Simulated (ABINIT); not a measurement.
# Positron calculation, with input and output: Pb (part 2 of 2)

Pb (Fm-3m, 1 atom in the cell); Kohn-Sham DFT of a periodic cell, LDA, JTH PAW LDA v2.0, no spin polarisation (ABINIT 10.8.3); cutoff 326.54 eV, 6×6×6 k-mesh, fermi-dirac of 0.1 eV. The structure derives from an entry of the Crystallography Open Database.

Geometry of the input (Å; fractional positions):
```
0.0000  2.4750  2.4750
2.4750  0.0000  2.4750
2.4750  2.4750  0.0000
Pb 0.0000  0.0000  0.0000
```

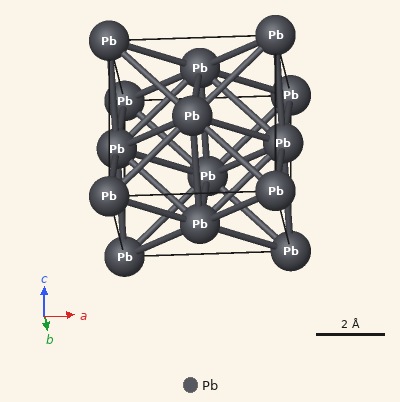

Figure 1. The structure as given in the input (ball-and-stick view of the cell 4 times as large as that of the calculation, set on its symmetry axes, seen at an oblique angle).

The program's output, continued:
```
 cartesian forces (eV/Angstrom) at end:
    1     -0.00000000000000    -0.00000000000000    -0.00000000000000
 frms,max,avg= 0.0000000E+00 0.0000000E+00   0.000E+00  0.000E+00  0.000E+00 e/A
 length scales=  6.614432332605  6.614432332605  6.614432332605 bohr
              =  3.500206851100  3.500206851100  3.500206851100 angstroms
 Fermi (or HOMO) energy (hartree) =   0.26851   Average Vxc (hartree)=  -0.35281
 Eigenvalues (hartree) for nkpt=  16  k points:
 kpt#   1, nband= 11, wtk=  0.00463, kpt=  0.0000  0.0000  0.0000 (reduced coord)
  -0.35842   -0.35842   -0.35842   -0.35332   -0.35332   -0.16975    0.53286    0.53286
   0.53286    0.62770    0.68220
      occupation numbers for kpt#   1
   2.00000    2.00000    2.00000    2.00000    2.00000    2.00000    0.00000    0.00000
   0.00000    0.00000    0.00000
 prteigrs : prtvol=0 or 1, do not print more k-points.

--- !EnergyTerms
iteration_state     : {dtset: 1, }
comment             : Components of total free energy in Hartree
kinetic             :  5.05759663299765E+00
hartree             :  1.74417666568371E+01
xc                  : -2.52013680780278E+00
Ewald energy        : -4.80335599839893E+01
psp_core            :  1.50713286686849E+00
local_psp           : -5.71802720043213E+01
PAW spherical_terms :  2.23393103034997E+01
internal            : -6.13881623359104E+01
'-kT*entropy'       : -1.35710966410942E-03
total_energy        : -6.13895194455745E+01
total_energy_eV     : -1.67049392508869E+03
...

--- !EnergyTermsDC
iteration_state     : {dtset: 1, }
comment             : '"Double-counting" decomposition of free energy'
band_energy         : -3.24580245288660E+00
Ewald energy        : -4.80335599839893E+01
psp_core            :  1.50713286686849E+00
xc_dc               : -1.72394033006546E+01
PAW spherical_terms :  5.62347285313793E+00
internal            : -6.13881600175241E+01
'-kT*entropy'       : -1.35710966410942E-03
total_energy_dc     : -6.13895171271882E+01
total_energy_dc_eV  : -1.67049386200218E+03
...

--- !EnergyTermsWithPAWCore
iteration_state     : {dtset: 1, }
comment             : 'Components of total free energy, including PAW core contributions'
Total energy        : -2.08708392181871E+04
Total energy DC     : -2.08708392158687E+04
Total energy (eV)   : -5.67924467243856E+05
Total energy DC (eV): -5.67924467180769E+05
...

 Cartesian components of stress tensor (hartree/bohr^3)
  sigma(1 1)=  9.94159963E-05  sigma(3 2)=  0.00000000E+00
  sigma(2 2)=  9.94159963E-05  sigma(3 1)=  0.00000000E+00
  sigma(3 3)=  9.94159963E-05  sigma(2 1)=  0.00000000E+00

-Cartesian components of stress tensor (GPa)         [Pressure= -2.9249E+00 GPa]
- sigma(1 1)=  2.92491959E+00  sigma(3 2)=  0.00000000E+00
- sigma(2 2)=  2.92491959E+00  sigma(3 1)=  0.00000000E+00
- sigma(3 3)=  2.92491959E+00  sigma(2 1)=  0.00000000E+00

================================================================================
== DATASET  2 ==================================================================

--- !DatasetInfo
iteration_state: {dtset: 2, }
dimensions: {natom: 1, nkpt: 1, mband: 1, nsppol: 1, nspinor: 1, nspden: 1, mpw: 206, }
cutoff_energies: {ecut:  12.0, pawecutdg:  24.0, }
electrons: {nelect:   1.00000000E+00, charge:   0.00000000E+00, occopt:   2.00000000E+00, tsmear:   1.00000000E-02, }
meta: {optdriver: 0, ionmov: 0, optcell: 0, iscf: 17, paral_kgb: 0, }
...

 mkfilename : getden/=0, take file _DEN from output of DATASET   1.

 Exchange-correlation functional for the present dataset will be:
  LDA: Perdew-Wang 92 LSD fit to Ceperley-Alder data - ixc=7
  J.P.Perdew and Y.Wang, PRB 45, 13244 (1992)

 Real(R)+Recip(G) space primitive vectors, cartesian coordinates (Bohr,Bohr^-1):
 R(1)=  0.0000000  4.6771100  4.6771100  G(1)= -0.1069036  0.1069036  0.1069036
 R(2)=  4.6771100  0.0000000  4.6771100  G(2)=  0.1069036 -0.1069036  0.1069036
 R(3)=  4.6771100  4.6771100  0.0000000  G(3)=  0.1069036  0.1069036 -0.1069036
 Unit cell volume ucvol=  2.0462691E+02 bohr^3
 Angles (23,13,12)=  6.00000000E+01  6.00000000E+01  6.00000000E+01 degrees

 Coarse grid specifications (used for wave-functions):

 getcut: wavevector=  0.0000  0.0000  0.0000  ngfft=  24  24  24
         ecut(hartree)=     12.000   => boxcut(ratio)=   2.32682

 getcut : COMMENT -
  Note that boxcut > 2.2 ; recall that boxcut=Gcut(box)/Gcut(sphere) = 2
  is sufficient for exact treatment of convolution.
  Such a large boxcut is a waste : you could raise ecut
  e.g. ecut=   16.242283 Hartrees makes boxcut=2

 Fine grid specifications (used for densities):

 getcut: wavevector=  0.0000  0.0000  0.0000  ngfft=  30  30  30
         ecut(hartree)=     24.000   => boxcut(ratio)=   2.05892

--- Pseudopotential description ------------------------------------------------
- pspini: atom type   1  psp file is ./Pb.LDA_PW-JTH.xml
 Pseudopotential format is: paw10
 basis_size (lnmax)=  6 (lmn_size= 18), orbitals=   0   0   1   1   2   2
 Spheres core radius: rc_sph= 2.40264019
 Shapefunction is BESSEL type: shapef(r,l)=aa(1,l)*jl(q(1,l)*r)+aa(2,l)*jl(q(2,l)*r)
 Radius for shape functions =  2.00872932
 Compensation charge density is not taken into account in XC energy/potential

--------------------------------------------------------------------------------

================================================================================

--- !BeginCycle
iteration_state: {dtset: 2, }
solver: {iscf: 17, nstep: 80, nline: 4, wfoptalg: 10, }
tolerances: {toldfe: 1.00E-09, }
...

     iter   Etot(hartree)      deltaE(h)  residm     nres2
 ETOT  1  -61.087297076275    -6.109E+01 1.056E+01 2.813E-01
 ETOT  2  -61.283438321670    -1.961E-01 3.614E+01 1.795E-01
 ETOT  3  -61.367775156755    -8.434E-02 1.451E-01 1.623E-02
 ETOT  4  -61.487012095766    -1.192E-01 5.288E+01 2.128E-02
 ETOT  5  -61.655968266406    -1.690E-01 1.974E-01 8.194E-02
 ETOT  6  -61.758748309392    -1.028E-01 8.755E+00 1.981E-01
 ETOT  7  -61.799556822059    -4.081E-02 5.291E-02 2.391E-01
 ETOT  8  -61.817954436910    -1.840E-02 3.143E+00 4.231E-01
 ETOT  9  -61.826798386058    -8.844E-03 3.094E-02 1.389E-01
 ETOT 10  -61.831816535502    -5.018E-03 8.653E-01 1.155E-01
 ETOT 11  -61.834277601416    -2.461E-03 1.136E-02 1.893E-01
 ETOT 12  -61.835810951566    -1.533E-03 2.701E-01 4.315E-01
 ETOT 13  -61.836810128167    -9.992E-04 4.399E-03 4.033E-01
 ETOT 14  -61.837414520099    -6.044E-04 9.021E-02 2.260E-01
 ETOT 15  -61.837744784604    -3.303E-04 1.727E-03 2.179E-01
 ETOT 16  -61.837972767568    -2.280E-04 3.076E-02 2.624E-01
 ETOT 17  -61.838142815183    -1.700E-04 6.782E-04 1.519E-02
 ETOT 18  -61.838230187020    -8.737E-05 1.084E-02 1.649E-02
 ETOT 19  -61.838282406300    -5.222E-05 2.660E-04 7.458E-02
 ETOT 20  -61.838320307333    -3.790E-05 4.277E-03 2.952E-05
 ETOT 21  -61.838345800685    -2.549E-05 1.017E-04 2.647E-06
 ETOT 22  -61.838358317890    -1.252E-05 1.581E-03 9.385E-07
 ETOT 23  -61.838366062102    -7.744E-06 3.916E-05 4.151E-07
 ETOT 24  -61.838370852992    -4.791E-06 5.830E-04 2.041E-06
 ETOT 25  -61.838373784705    -2.932E-06 1.507E-05 4.349E-06
 ETOT 26  -61.838375605084    -1.820E-06 2.176E-04 4.510E-07
 ETOT 27  -61.838376732015    -1.127E-06 5.797E-06 3.602E-07
 ETOT 28  -61.838377437766    -7.058E-07 8.192E-05 9.848E-08
 ETOT 29  -61.838377867672    -4.299E-07 2.231E-06 5.592E-08
 ETOT 30  -61.838378135441    -2.678E-07 3.103E-05 8.807E-09
 ETOT 31  -61.838378298655    -1.632E-07 8.593E-07 1.315E-08
 ETOT 32  -61.838378407694    -1.090E-07 1.180E-05 3.748E-08
 ETOT 33  -61.838378465227    -5.753E-08 3.312E-07 1.898E-09
 ETOT 34  -61.838378501794    -3.657E-08 4.505E-06 6.413E-08
 ETOT 35  -61.838378527832    -2.604E-08 1.277E-07 1.073E-08
 ETOT 36  -61.838378541890    -1.406E-08 1.723E-06 2.583E-08
 ETOT 37  -61.838378552208    -1.032E-08 4.929E-08 2.798E-08
 ETOT 38  -61.838378557060    -4.852E-09 6.604E-07 2.316E-08
 ETOT 39  -61.838378557784    -7.235E-10 1.904E-08 1.772E-09
 ETOT 40  -61.838378560915    -3.131E-09 2.534E-07 3.389E-09
 ETOT 41  -61.838378563232    -2.317E-09 7.361E-09 1.204E-08
 ETOT 42  -61.838378563713    -4.816E-10 9.737E-08 3.700E-11
 ETOT 43  -61.838378565388    -1.675E-09 2.848E-09 3.126E-09
 ETOT 44  -61.838378565178     2.103E-10 3.745E-08 9.016E-10
 ETOT 45  -61.838378565475    -2.966E-10 1.103E-09 1.072E-09

 At SCF step   45, etot is converged :
  for the second time, diff in etot=  2.966E-10 < toldfe=  1.000E-09

--- !ResultsGS
iteration_state: {dtset: 2, }
comment   : Summary of ground state results
lattice_vectors:
- [  0.0000000,   4.6771100,   4.6771100, ]
- [  4.6771100,   0.0000000,   4.6771100, ]
- [  4.6771100,   4.6771100,   0.0000000, ]
lattice_lengths: [   6.61443,    6.61443,    6.61443, ]
lattice_angles: [ 60.000,  60.000,  60.000, ] # degrees, (23, 13, 12)
lattice_volume:   2.0462691E+02
convergence: {deltae: -2.966E-10, res2:  1.072E-09, residm:  1.103E-09, diffor:  0.000E+00, }
etotal    :  -6.18383786E+01
entropy   :   0.00000000E+00
fermie    :  -4.48875103E-01
cartesian_stress_tensor: null
pressure_GPa: null
xred      :
- [  0.0000E+00,   0.0000E+00,   0.0000E+00, Pb]
cartesian_forces: null
force_length_stats: {min: null, max: null, mean: null, }
...

 Integrated electronic density in atomic spheres:
 ------------------------------------------------
 Atom  Sphere_radius  Integrated_density
    1        2.40264          0.07218159

--------------------------------------------------------------------------------
 Results for electron-positron annihilation:

 # Zero-positron density limit of Arponen and Pajanne fitted by Sterne & Kaiser
   + GGA corrections
   Ref.: P.A. Sterne and J.H. Kaiser, Phys. Rev. B 43, 13892 (1991)
         B. Barbiellini, M.J. Puska, T. Torsti and R.M. Nieminen, Phys. Rev. B 51, 7341 (1995)
 # Enhancement factor of Sterne & Kaiser
   Ref.: P.A. Sterne and J.H. Kaiser, Phys. Rev. B 43, 13892 (1991)

 Positron lifetime                         (ps)   =  2.12316315E+02
 Positron lifetime with IPM for core elec. (ps)   =  2.13953371E+02
 Annihilation rate                         (ns-1) =  4.70995363E+00
 Annihilation rate with IPM for core elec. (ns-1) =  4.67391561E+00

 Annihilation rate core/valence decomposition:
   Core    contribution to ann.rate          (ns-1) =  2.97865988E-01
   Valence contribution to ann.rate          (ns-1) =  4.41208765E+00
   Core    contribution to ann.rate with IPM (ns-1) =  2.52111698E-01
   Valence contribution to ann.rate with IPM (ns-1) =  4.42180391E+00

 Annihilation rate PAW decomposition:
   Plane-wave contribution to ann.rate          (ns-1) =  4.40446223E+00
   Plane-wave valence contribution to ann.rate  (ns-1) =  4.35316004E+00
   On-site core contribution to ann.rate        (ns-1) =  2.46563801E-01
   On-site valence contribution to ann.rate     (ns-1) =  5.89276033E-02
   Plane-wave contribution to ann.rate with IPM (ns-1) =  4.37887201E+00
   Plane-wave core contrb. to ann.rate with IPM (ns-1) =  1.84805569E-02

      (*) IPM=Independent particle Model

================================================================================

 ----iterations are completed or convergence reached----

 Mean square residual over all n,k,spin=   11.026E-10; max=  11.026E-10
 reduced coordinates (array xred) for    1 atoms
       0.000000000000      0.000000000000      0.000000000000
 rms dE/dt=  0.0000E+00; max dE/dt=  0.0000E+00; dE/dt below (all hartree)
    1       0.000000000000      0.000000000000      0.000000000000

 cartesian coordinates (angstrom) at end:
    1      0.00000000000000     0.00000000000000     0.00000000000000
 length scales=  6.614432332605  6.614432332605  6.614432332605 bohr
              =  3.500206851100  3.500206851100  3.500206851100 angstroms
 Fermi (or HOMO) energy (hartree) =  -0.44888   Average Vxc (hartree)=  -0.29924
 Eigenvalues (hartree) for nkpt=   1  k points:
 kpt#   1, nband=  1, wtk=  1.00000, kpt=  0.0000  0.0000  0.0000 (reduced coord)
  -0.44888

--- !EnergyTerms
iteration_state     : {dtset: 2, }
comment             : Components of total free energy in Hartree
kinetic             :  1.12905987874392E-01
local_psp           : -8.04590344866143E-01
PAW spherical_terms : -7.48910041021003E-04
positronic          : -6.92433267032767E-01
electronic          : -6.13895171271882E+01
electron_positron_interaction:  2.43571477468334E-01
total_energy        : -6.18383789167526E+01
total_energy_eV     : -1.68270801352908E+03
...

--- !EnergyTermsDC
iteration_state     : {dtset: 2, }
comment             : '"Double-counting" decomposition of free energy'
band_energy         : -4.48875103304101E-01
PAW spherical_terms :  0.00000000000000E+00
electron_positron_dc: -2.43557812450785E-01
positronic          : -6.92432915754884E-01
electronic          : -6.13895171271882E+01
electron_positron_interaction:  2.43571477468334E-01
total_energy_dc     : -6.18383785654747E+01
total_energy_dc_eV  : -1.68270800397033E+03
...

== END DATASET(S) ==============================================================
================================================================================

 -outvars: echo values of variables after computation  --------
            acell      6.6144323326E+00  6.6144323326E+00  6.6144323326E+00 Bohr
           etotal1    -6.1389517127E+01
           etotal2    -6.1838378565E+01
            fcart1    -0.0000000000E+00 -0.0000000000E+00 -0.0000000000E+00
            fcart2     9.9999999999E+99  9.9999999999E+99  9.9999999999E+99
            rprim      0.0000000000E+00  7.0710678120E-01  7.0710678120E-01
                       7.0710678120E-01  0.0000000000E+00  7.0710678120E-01
                       7.0710678120E-01  7.0710678120E-01  0.0000000000E+00
           strten1     9.9415996345E-05  9.9415996345E-05  9.9415996345E-05
                       0.0000000000E+00  0.0000000000E+00  0.0000000000E+00
           strten2     9.9999999999E+99  9.9999999999E+99  9.9999999999E+99
                       9.9999999999E+99  9.9999999999E+99  9.9999999999E+99
 Calculation completed.
```

Key numbers:

```tsv
quantity	value
outcome	converged
space group (tolerance 0.01 Å)	Fm-3m (225)
electrons treated	14
free energy	−1670.4939 eV
positron lifetime (one of the program's estimates)	212.3 ps
Fermi energy	7.307 eV
gap on the k-point mesh	none (metallic)
pressure	−2.92 GPa
largest force (length of the vector)	under 0.001 eV/Å
wall time	5.1 s
peak memory	0.07 GiB
```

Notes:

Points of doubt noted for this run: cutoff too low for stress; PAW basis incomplete for positron. Spin–orbit coupling is left out, which matters for Pb.
